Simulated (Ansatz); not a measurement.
# Polarity and tunnelling in MgB2/SiC/Mg, part 4 of 6

Wanted: the change of resistance of MgB2/SiC/Mg with the barrier's polarity. The lower electrode is MgB2 AlB2(0001), the upper one Mg hcp(0001); the barrier is SiC wurtzite(0001) (whole bilayers). In the first transport cell, after relaxation, the nearest pair of electrode and barrier is B–Si at 2.77 Å, along the normal, too long for a bond, at the lower face and Mg–Si at 2.92 Å, at a slant, at the upper one. A gap without bonds adds to the barrier. All share a net of side 3.07 Å, which strains the lower electrode by +0.0 %, the upper one by -3.8 % and the barrier by -0.7 %, against typed lattice constants near PBE's. The first steps treat the bulk electrodes alone.

Ansatz 0.2.0; PBE DFT, plane waves, PAW files (the session's first sound run).

So far, transmission at the Fermi level (a spin, zone mean): step 5 (transmission over a wide range of energy, polarity C face on the lower …) 0.00862; step 6 (conductance on a fine mesh, polarity C face on the lower electrode, gap between …) 0.00612.

### Step 7. Relaxing the interfaces, box 40.9 Å, polarity Si face on the lower electrode

This step: PBE DFT, plane waves, PAW files (Ansatz 0.2.0).

System of this step: MgB2/SiC/Mg. The cell holds 18 atoms: 6 Mg, 4 B, 4 Si and 4 C. Cell: a = 3.070 Å, b = 3.070 Å, c = 40.871 Å, α = 90.0°, β = 90.0°, γ = 120.0°. Vacuum lies along c.

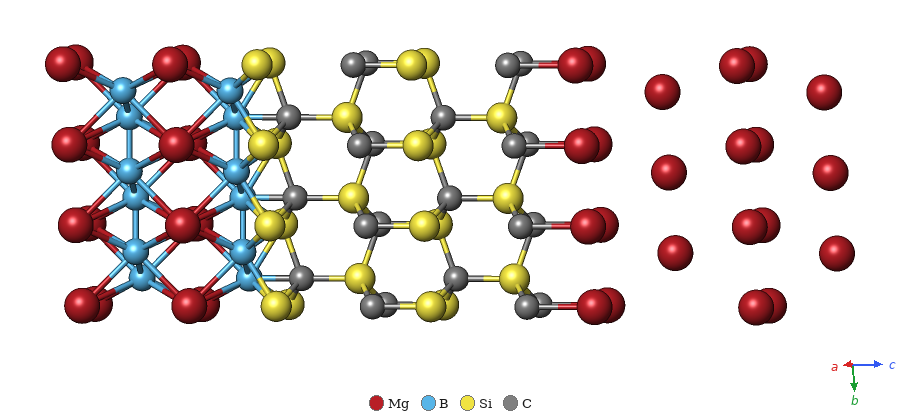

The cell of this step (magnesium red, boron blue, silicon yellow, carbon grey). 1×3×1 cells are drawn. Some periodic images of atoms are drawn too.

The new interface needs a relaxation of its own, since bond lengths at the faces set the dipole and the overlap. A short slab in vacuum serves: only the barrier and the layers next to it are taken over, and later cells can add or drop layers in the barrier's middle. The dipole correction removes the field that unlike faces would set up across the vacuum.

input.yaml reads:

```yaml
crystal:
  lattice:
    - [3.07, 0.0, 0.0]
    - [-1.535, 2.6586979896, 0.0]
    - [0.0, 0.0, 40.8708885934]
  atoms:
    - { symbol: Mg, position: [0.0, 0.0, 0.1957383428] }
    - { symbol: B, position: [0.33333333, 0.66666667, 0.2389231146] }
    - { symbol: B, position: [0.66666667, 0.33333333, 0.2389231146] }
    - { symbol: Mg, position: [0.0, 0.0, 0.2821078865] }
    - { symbol: B, position: [0.33333333, 0.66666667, 0.3252926584] }
    - { symbol: B, position: [0.66666667, 0.33333333, 0.3252926584] }
    - { symbol: Si, position: [0.0, 0.0, 0.3522066805] }
    - { symbol: C, position: [0.33333333, 0.66666667, 0.3675338593] }
    - { symbol: Si, position: [0.33333333, 0.66666667, 0.4145122854] }
    - { symbol: C, position: [0.0, 0.0, 0.4298394642] }
    - { symbol: Si, position: [0.0, 0.0, 0.4768178903] }
    - { symbol: C, position: [0.33333333, 0.66666667, 0.4921450691] }
    - { symbol: Si, position: [0.33333333, 0.66666667, 0.5391234952] }
    - { symbol: C, position: [0.0, 0.0, 0.554450674] }
    - { symbol: Mg, position: [0.0, 0.0, 0.6087680641] }
    - { symbol: Mg, position: [0.66666667, 0.33333333, 0.6739325952] }
    - { symbol: Mg, position: [0.0, 0.0, 0.7390971262] }
    - { symbol: Mg, position: [0.66666667, 0.33333333, 0.8042616572] }
kpoints:
  mp_grid: { grid: [8, 8, 1] }
scf:
  occupations: { method: fermi_dirac, width: 0.1 }
  max_iter: 150
hamiltonian:
  xc: pbe
efield:
  axis: 3
  dipole_correction: true
relax:
  f_tol: 0.04
  max_steps: 90
output:
  forces: true
```

On the command line:

```bash
ansatz run input.yaml --threads 4 --pin off --max-ram 10240MiB --backend cpu --events-out ev --progress --plain --runs-dir out
```

Numbers of over 12 decimals in the logs are rounded to 6 here.

What it wrote:

```text
[...]
Crystal: 18 atoms, lattice volume = 333.596 Å³
Basis set: ecut = 420 eV, 6461 PW (Γ), exchange–correlation on 48×48×576 points (8 copies of the dense FFT grid, shifted against one another)
Bands: 70, of which v1, the nominal top of the filled ones, is band 52 counted from 1 (51 counted from 0)
Symmetry: 6 space group operations
[...]
k-points: 10 of 64 (time reversal used)
[...]
SCF iter   1: F=—  HF=-15709.424858 eV  |F-HF|=—  |Δ(HF+E_count)|=         —  Δρ=8.11e-3  dr2=2.53e1  ethr=1.77e-3  p=-0.026 e·Å  D=-1.41e-2 V/Å  ΔV_dip=0.58 eV  dr2_dipole=2.88e1  V_vac-E_F(+/−)=4.13/3.56 eV  ⟨swp⟩=10.0  Hψ=3940  notcnv=0  defer=29
[...]
SCF iter   7: F=-15709.182660 eV  HF=-15709.182665 eV  |F-HF|=5.51e-6  |Δ(HF+E_count)|=   2.82e-6  Δρ=1.78e-5  dr2=4.73e-6  ethr=3.85e-8  p=0.018 e·Å  D=9.66e-3 V/Å  ΔV_dip=-0.39 eV  dr2_dipole=1.61e-6  V_vac-E_F(+/−)=3.68/4.07 eV  ⟨swp⟩=4.8  Hψ=2050  notcnv=0
[...]
SCF 1 converged in 7 iterations: F = -15709.182660 eV  dr2 = 4.73e-6
[...]
relax step   1: F+E_penalty+E_count = -15709.18265986 eV  Δ(F+E_penalty+E_count) = +0.000e0 eV  max|allowed force component| = 5.560e0 eV/Å  Δτ_max = 0.0000 Å  (7 SCF iters, dr2 threshold 4.00e-5 eV, accepted)
[...]
SCF iter   1: F=—  HF=-15710.990748 eV  |F-HF|=—  |Δ(HF+E_count)|=         —  Δρ=1.51e-2  dr2=3.79e0  ethr=3.10e-3  p=0.018 e·Å  D=9.66e-3 V/Å  ΔV_dip=-0.39 eV  dr2_dipole=6.38e-1  V_vac-E_F(+/−)=3.68/4.07 eV  ⟨swp⟩=6.1  Hψ=2215  notcnv=0  defer=47
[...]
SCF iter   6: F=-15710.660398 eV  HF=-15710.660466 eV  |F-HF|=6.74e-5  |Δ(HF+E_count)|=   2.77e-5  Δρ=5.44e-5  dr2=6.89e-5  ethr=9.62e-8  p=0.017 e·Å  D=8.99e-3 V/Å  ΔV_dip=-0.37 eV  dr2_dipole=9.01e-6  V_vac-E_F(+/−)=3.68/4.05 eV  ⟨swp⟩=4.0  Hψ=2521  notcnv=0
[...]
SCF 2 converged in 6 iterations: F = -15710.660398 eV  dr2 = 6.89e-5
[...]
relax step   2: F+E_penalty+E_count = -15710.66039817 eV  Δ(F+E_penalty+E_count) = -1.478e0 eV  max|allowed force component| = 3.424e0 eV/Å  Δτ_max = 0.1963 Å  (6 SCF iters, dr2 threshold 1.00e-4 eV, accepted)
[...]
SCF iter   5: F=-15711.478099 eV  HF=-15711.478163 eV  |F-HF|=6.37e-5  |Δ(HF+E_count)|=   7.99e-6  Δρ=6.45e-5  dr2=5.82e-5  ethr=9.62e-8  p=0.016 e·Å  D=8.68e-3 V/Å  ΔV_dip=-0.35 eV  dr2_dipole=1.52e-5  V_vac-E_F(+/−)=3.69/4.05 eV  ⟨swp⟩=4.0  Hψ=2730  notcnv=0
[...]
SCF 3 converged in 5 iterations: F = -15711.478099 eV  dr2 = 5.82e-5
relax step   3: F+E_penalty+E_count = -15711.47809945 eV  Δ(F+E_penalty+E_count) = -8.177e-1 eV  max|allowed force component| = 1.875e0 eV/Å  Δτ_max = 0.1949 Å  (5 SCF iters, dr2 threshold 1.00e-4 eV, accepted)
[...]
relax step   4: F+E_penalty+E_count = -15711.97678118 eV  Δ(F+E_penalty+E_count) = -4.987e-1 eV  max|allowed force component| = 1.383e0 eV/Å  Δτ_max = 0.2000 Å  (6 SCF iters, dr2 threshold 1.00e-4 eV, accepted)
[...]
relax step   5: F+E_penalty+E_count = -15712.32694529 eV  Δ(F+E_penalty+E_count) = -3.502e-1 eV  max|allowed force component| = 7.390e-1 eV/Å  Δτ_max = 0.2000 Å  (5 SCF iters, dr2 threshold 1.00e-4 eV, accepted)
[...]
relax step   6: F+E_penalty+E_count = -15712.43677038 eV  Δ(F+E_penalty+E_count) = -1.098e-1 eV  max|allowed force component| = 2.790e-1 eV/Å  Δτ_max = 0.2000 Å  (6 SCF iters, dr2 threshold 1.00e-4 eV, accepted)
[...]
relax step   7: F+E_penalty+E_count = -15712.44407212 eV  Δ(F+E_penalty+E_count) = -7.302e-3 eV  max|allowed force component| = 3.290e-2 eV/Å  Δτ_max = 0.0467 Å  (6 SCF iters, dr2 threshold 1.11e-5 eV, accepted)
[...]
SCF iter   4: F=-15712.444075 eV  HF=-15712.444075 eV  |F-HF|=8.79e-9  |Δ(HF+E_count)|=   8.97e-9  Δρ=1.19e-6  dr2=1.68e-8  ethr=9.62e-11  p=0.016 e·Å  D=8.72e-3 V/Å  ΔV_dip=-0.36 eV  dr2_dipole=4.29e-10  V_vac-E_F(+/−)=3.70/4.05 eV  ⟨swp⟩=5.0  Hψ=2191  notcnv=0
[...]
SCF 8 converged in 4 iterations: F = -15712.444075 eV  dr2 = 1.68e-8
relax step   8: F+E_penalty+E_count = -15712.44407450 eV  Δ(F+E_penalty+E_count) = -2.385e-6 eV  max|allowed force component| = 3.362e-2 eV/Å  Δτ_max = 0.0000 Å  (4 SCF iters, accepted)
SCF converged after 4 iterations
Free energy (F): -15712.444075 eV
[...]
Internal energy: -15712.297710 eV  (E = F + TS)
E sigma→0 (E₀):  -15712.370892 eV
Entropy (-TS):   -0.146364 eV (-8.131 meV/atom)
Fermi energy:    4.447600 eV
Dipole field:    D = 0.008746 V/Å  (p = 0.016124 e·Å, saw-weighted, corrected)
Work function:   Φ+ = 3.6962 eV   Φ− = 4.0532 eV
[...]
--- Forces (eV/Å), atoms counted from 1 ---
  atom   1  Mg    -0.00000000    -0.00000000    -0.01017043
  atom   2  B      0.00000000    -0.00000000    -0.01711344
  atom   3  B      0.00000000     0.00000000     0.01028202
  atom   4  Mg     0.00000000    -0.00000000    -0.00029075
  atom   5  B      0.00000000    -0.00000000    -0.00009353
  atom   6  B      0.00000000     0.00000000     0.01681233
  atom   7  Si     0.00000000    -0.00000000    -0.02400006
  atom   8  C      0.00000000     0.00000000    -0.01605945
  atom   9  Si     0.00000000     0.00000000     0.02532932
  atom  10  C      0.00000000    -0.00000000    -0.00119795
  atom  11  Si     0.00000000    -0.00000000     0.01874300
  atom  12  C      0.00000000     0.00000000    -0.03361792
  atom  13  Si     0.00000000     0.00000000     0.03113136
  atom  14  C      0.00000000    -0.00000000    -0.00032857
  atom  15  Mg     0.00000000    -0.00000000    -0.00366812
  atom  16  Mg     0.00000000     0.00000000     0.00665638
  atom  17  Mg    -0.00000000     0.00000000     0.01000804
  atom  18  Mg     0.00000000     0.00000000    -0.01233819
  max |Σ_I F_I| component: 8.40e-5 eV/Å
--- Relaxed structure (8 steps of the walk, 8 accepted, 0 SCFs on fresh bases) ---
  F+E_penalty+E_count = -15712.44407450 eV   max|allowed force component| = 3.362e-2 eV/Å
  atoms:
    - { symbol: Mg, position: [-3.833174999406156e-17, -2.878355990534833e-17, 0.183714] }
    - { symbol: B, position: [0.333333, 0.666667, 0.224915] }
    - { symbol: B, position: [0.666667, 0.333333, 0.224534] }
    - { symbol: Mg, position: [-4.14731514575662e-17, -2.878355990534833e-17, 0.267958] }
    - { symbol: B, position: [0.333333, 0.666667, 0.310631] }
    - { symbol: B, position: [0.666667, 0.333333, 0.310984] }
    - { symbol: Si, position: [-8.225822964771605e-18, -2.878355990534833e-17, 0.360551] }
    - { symbol: C, position: [0.333333, 0.666667, 0.377152] }
    - { symbol: Si, position: [0.333333, 0.666667, 0.424157] }
    - { symbol: C, position: [-6.827254719571081e-18, -2.878355990534833e-17, 0.439130] }
    - { symbol: Si, position: [-6.611583867423934e-18, -2.878355990534833e-17, 0.486255] }
    - { symbol: C, position: [0.333333, 0.666667, 0.501091] }
    - { symbol: Si, position: [0.333333, 0.666667, 0.548578] }
    - { symbol: C, position: [-9.181668842569071e-18, -2.878355990534833e-17, 0.562149] }
    - { symbol: Mg, position: [-1.1742942271132758e-17, -2.878355990534833e-17, 0.614733] }
    - { symbol: Mg, position: [0.666667, 0.333333, 0.677198] }
[...]
- { symbol: Mg, position: [0.666667, 0.333333, 0.805351] }
```

Run time: 28 s. Hardware: 4 threads of Arm Neoverse V2, shared host; peak memory 0.85 GiB.

Relaxation path:

| step | energy less that of the first step (eV) | largest force component (eV/Å) |
| --- | --- | --- |
| 1 | 0.0000 | 5.5603 |
| 2 | -1.4777 | 3.4236 |
| 3 | -2.2954 | 1.8754 |
| 4 | -2.7941 | 1.3834 |
| 5 | -3.1443 | 0.7390 |
| 6 | -3.2541 | 0.2790 |
| 7 | -3.2614 | 0.0329 |
| 8 | -3.2614 | 0.0336 |

Forces are held to the 6 operations that the run works with; a distortion that breaks them can't arise in this run.

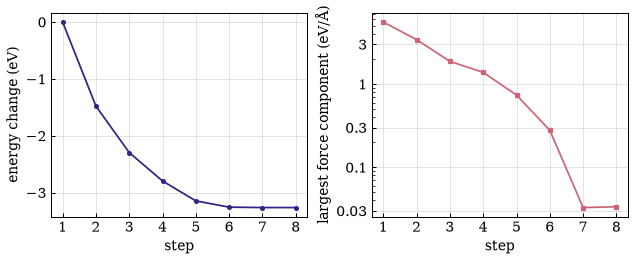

Energy and largest force along the relaxation.

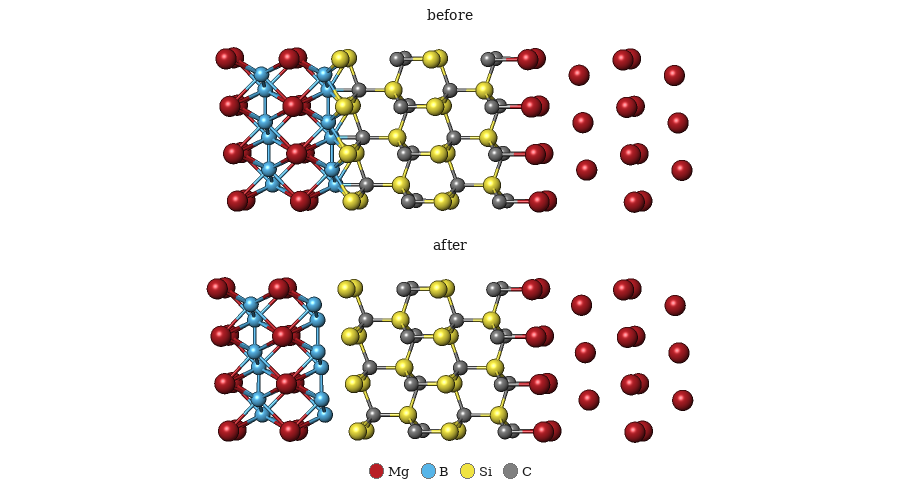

The structure before and after the relaxation, drawn at the same scale. Bonds to atoms that aren't drawn are left out.

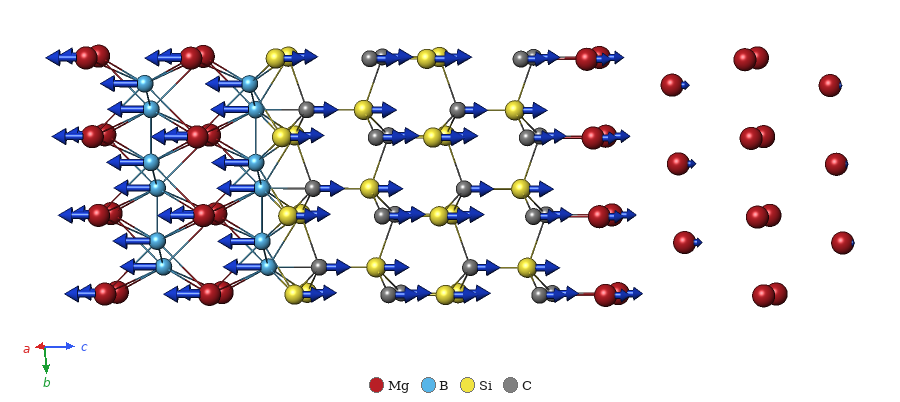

Displacements in the relaxation, exaggerated; the longest in the cell stands for 0.60 Å. 1×3×1 cells are drawn. Some periodic images of atoms are drawn too.

The atoms that moved most (Å):

| atom | dx | dy | dz | length |
| --- | --- | --- | --- | --- |
| B5 | 0.000 | 0.000 | -0.599 | 0.599 |
| B3 | 0.000 | 0.000 | -0.588 | 0.588 |
| B6 | 0.000 | 0.000 | -0.585 | 0.585 |
| Mg4 | 0.000 | 0.000 | -0.578 | 0.578 |
| B2 | 0.000 | 0.000 | -0.573 | 0.573 |
| Mg1 | 0.000 | 0.000 | -0.491 | 0.491 |
| Si9 | 0.000 | 0.000 | 0.394 | 0.394 |
| C8 | 0.000 | 0.000 | 0.393 | 0.393 |

Numbers from this step:

* free energy: -15712.4441 eV
* Fermi energy: 4.448 eV

The largest force component on a free atom ends at 0.034 eV/Å. At one or more of this run's solves the program warned of density in the dipole ramp over its bound, where dipole, forces and levels can be off.

(Part 4 of 6 ends here.)

[Logs are printed without paths, hosts, clocks, repeated set-up lines and the standing remarks that a program may print on its own settings, such as how far it seeks lower states.]

[Hosts, paths, dates, database ids (printed as entryN), source tags and the programs' standing remarks are cut or masked in the printed files.]
